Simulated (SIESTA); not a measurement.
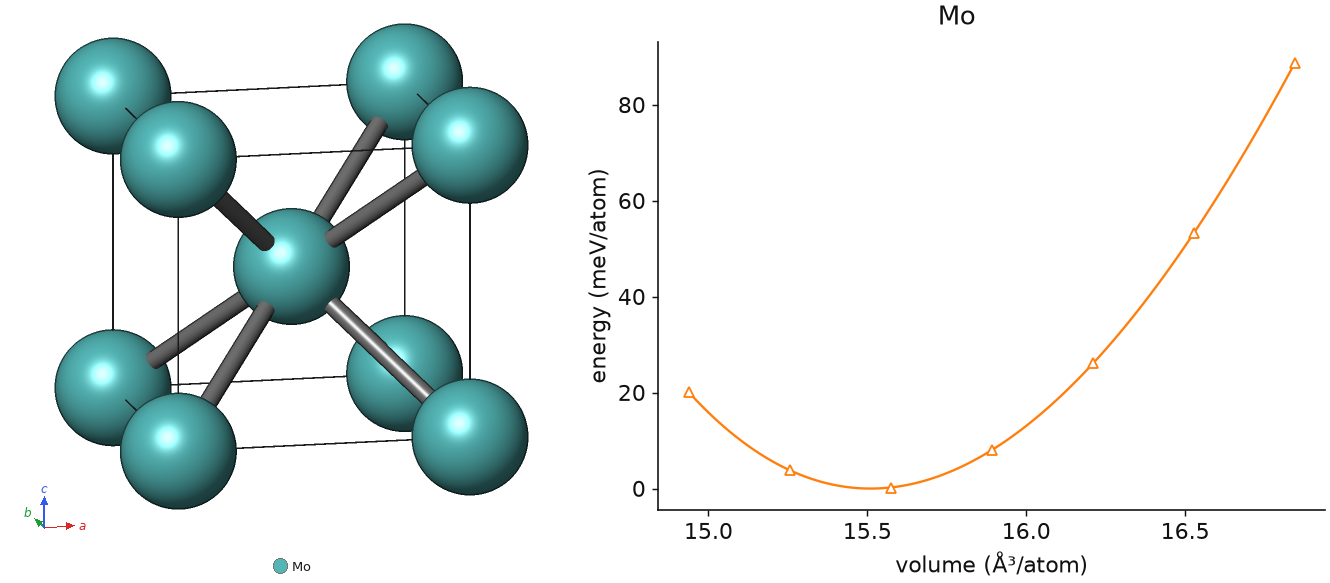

The figure shows the energy against volume for Mo, space group Im-3m (No. 229). The conventional cell is drawn beside the plot.

Cell as given: a = 2.743 Å, b = 2.743 Å, c = 2.743 Å, α = 109.47°, β = 109.47°, γ = 109.47°; 1 atom.

Method: DFT in numerical atomic orbitals with pseudopotentials, no spin polarisation; energies at scaled volumes of the given cell, shape and fractions fixed, counted from the fit's minimum, third-order Birch-Murnaghan fit (SIESTA 5.4.2). Level: PBEsol.

k mesh 12×12×12; occupations Fermi–Dirac; smearing width 0.05 eV; potentials PseudoDojo 0.4 standard, converted to PSML, two zetas on semicore shells; program settings basis DZP, mesh cutoff 800 Ry.

This calculation gives: equilibrium volume 15.51 Å³/atom and bulk modulus 286 GPa.

Now the level changes from PBEsol to LDA. How do these quantities change?

The equilibrium volume falls from 15.51 to 15.26 Å³/atom (−1.6 %) and the bulk modulus rises from 286 to 298 GPa (+4.2 %).

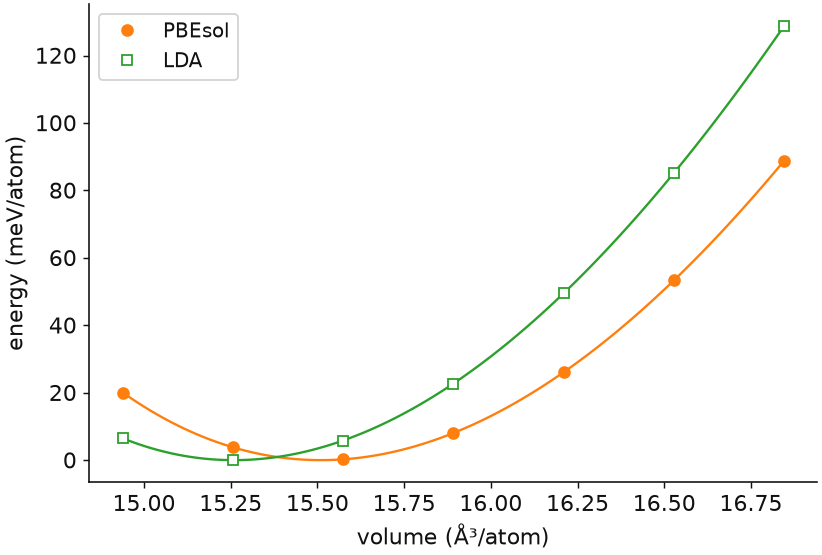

The two results together.

For both, limits of the calculation: mulliken charges of long orbitals.

V0 and the bulk modulus come from third-order Birch–Murnaghan fits.
